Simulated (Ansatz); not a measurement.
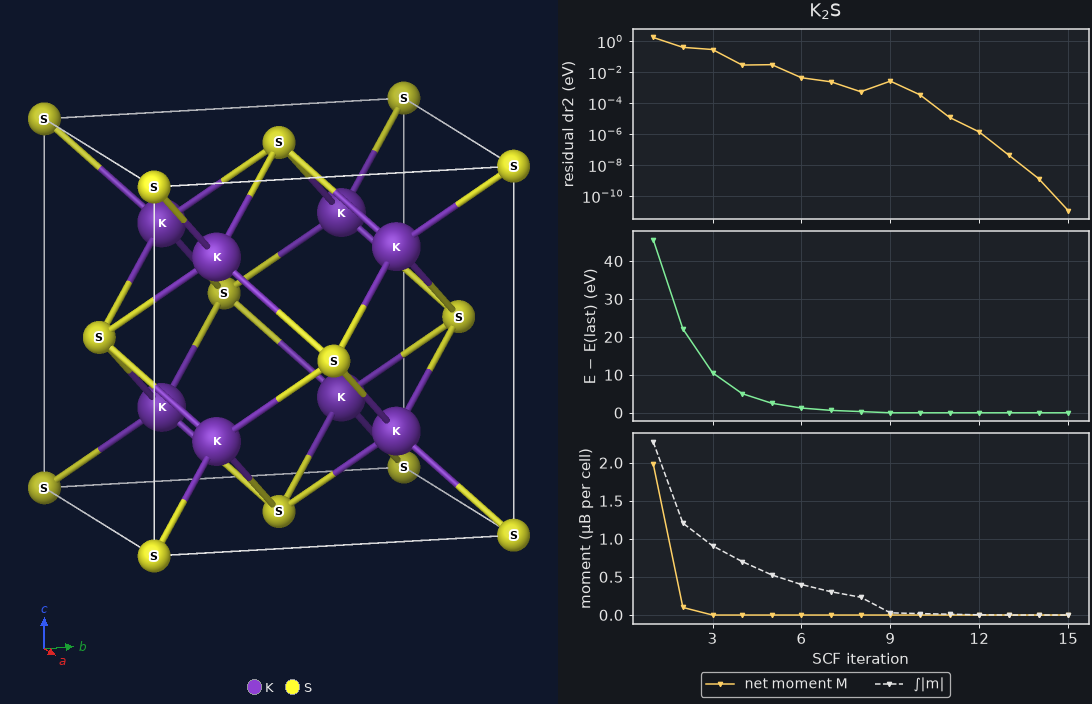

Beside the plot: the structure in its conventional cell.

The plot shows the SCF iterations of a calculation: density residual dr2, Harris–Foulkes energy less its last value, magnetic moments. dr2 is the charge part; the magnetisation has a residual of its own.

K₂S (3 atoms in the cell), run with Ansatz.

```
crystal:
  lattice:
    - [0.0, 3.7314651785, 3.7314651785]
    - [3.7314651785, 0.0, 3.7314651785]
    - [3.7314651785, 3.7314651785, 0.0]
  atoms:
    - { symbol: K, position: [0.25, 0.25, 0.25] }
    - { symbol: K, position: [0.75, 0.75, 0.75] }
    - { symbol: S, position: [0.0, 0.0, 0.0] }
basis:
  ecutwfc: 420
  ecutrho_ratio: 4
kpoints:
  mp_grid: { grid: [8, 8, 8] }
hamiltonian:
  xc: pbe
scf:
  occupations: { method: gaussian, width: 0.05 }
  max_iter: 80
output:
  forces: true
  stress: true
magnetization:
  spin_polarized: true
  initial_magnetization: 40
```

Launched with:
```bash
ansatz run input.yaml --threads 2 --pin off --max-ram 2662MiB --backend cpu --events-out ev --progress --plain --runs-dir out
```

### Was self-consistency reached?

The run converged; it took 15 iterations. The residual comes down, with one marked jump up, by a factor of about 5, at step 9. The program keeps the magnetisation out of the quasi-Newton mixer until iteration 7 and then restarts the mixer with it.

### How do the moments develop?

The net moment goes from 2.0 to 0.0 μB per cell. ∫|m| ends at 0.0 μB, so the magnetism dies out.

### Is anything amiss with this input?

The input holds an odd setting (an impossible spin), but it does no harm here: the energy lies within 1 meV per atom of a run with usual settings.
